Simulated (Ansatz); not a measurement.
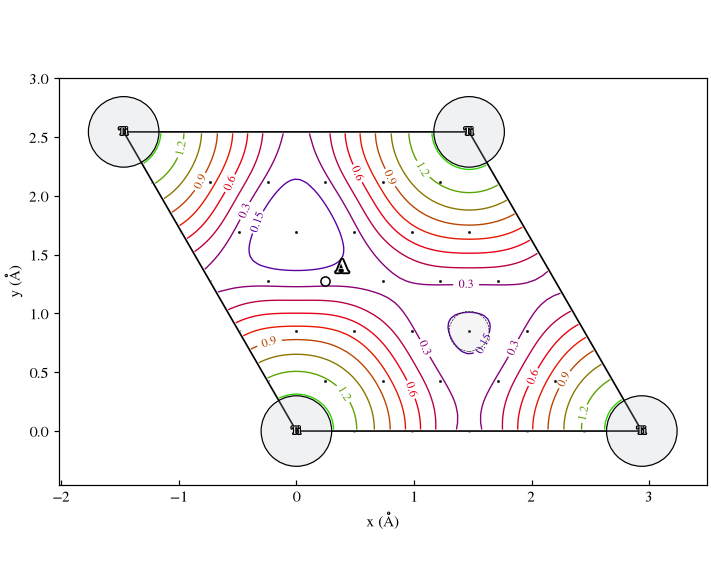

S on a Ti(001) slab cut from the P6_3/mmc phase, its upper half relaxed before the scan (5 atoms of substrate and one adsorbate in a 1 × 1 cell). S is moved over the surface cell; relaxed at each place: the height of the adsorbate's atoms; substrate rigid; the origin of the map has the adsorbate above Ti5. Places are given modulo a cell vector. The map is drawn in real space over the plane of the surface. Grid: 6 × 6 points; 10 points were computed and 26 follow by symmetry. Energies: eV, counted from the lowest grid point. With one adsorbate in each 1 × 1 cell, its nearest image is 2.9 Å away, so neighbouring adsorbates interact. Computed with DFT PBE, scalar-relativistic, plane waves, PAW in Ansatz. Settings: cutoff 420 eV, k-mesh 9×9×1, gaussian smearing 0.1 eV, no spin polarisation.

In the figure: contour lines labelled in eV, dots at the grid points, labelled circles for the atoms of the top layer and small ones for the second layer, the outline of one cell of the plane, the point A. Between grid points the surface is interpolated.

> Which way does the force act at A, and how strong is it?

A, at (2/6, 3/6) of the cell vectors, is not a stationary point. The computed force is 1.1 eV/Å in the plane, pointing up in the picture (components −0.1 and 1.1 eV/Å).

PAW datasets: the set soft_1.
